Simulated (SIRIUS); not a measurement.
System: MoS₂, space group P-6m2 (No. 187).

Starting cell:
```
CELL_PARAMETERS angstrom
3.18413 0.00000 0.00000
-1.59206 2.75753 0.00000
0.00000 0.00000 17.33460
ATOMIC_POSITIONS crystal
Mo 0.00000 0.00000 0.00000
S 0.33333 0.66667 0.91051
S 0.33333 0.66667 0.08949
```

Calculation (SIRIUS 7.12.0): all-electron LAPW DFT, no spin polarisation; energies at scaled volumes of the given cell, shape and fractions fixed, counted from the fit's minimum, third-order Birch-Murnaghan fit. Level: PBEsol.

```csv
setting,value
k mesh,10×10×2
occupations,Fermi–Dirac
smearing width,0.05 eV
potentials,all electron FP LAPW
program settings,"basis apw+lo standard, gk cutoff 3.83 1/bohr, pw cutoff 20 1/bohr"
```

Predict the energy against volume. The volume takes the values 47.69, 48.71, 49.72, 50.73, 51.75, 52.76, 53.78 Å³/atom.

A third-order Birch–Murnaghan fit gives V0 = 49.62 Å³/atom, B0 = 54.8 GPa and B′ = 4.4. The energy is 13.86 meV/atom at volume 47.69 Å³/atom and 51.45 meV/atom at 53.78 Å³/atom; the lowest computed point is at volume 49.72 Å³/atom (0.02 meV/atom), and no other minimum shows.

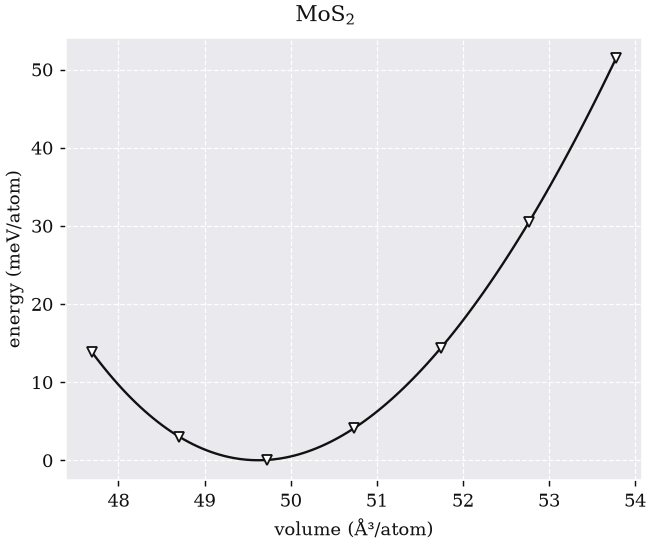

Note: shape and atomic fractions are frozen while scaling, which makes layered, chain and framework solids too stiff.
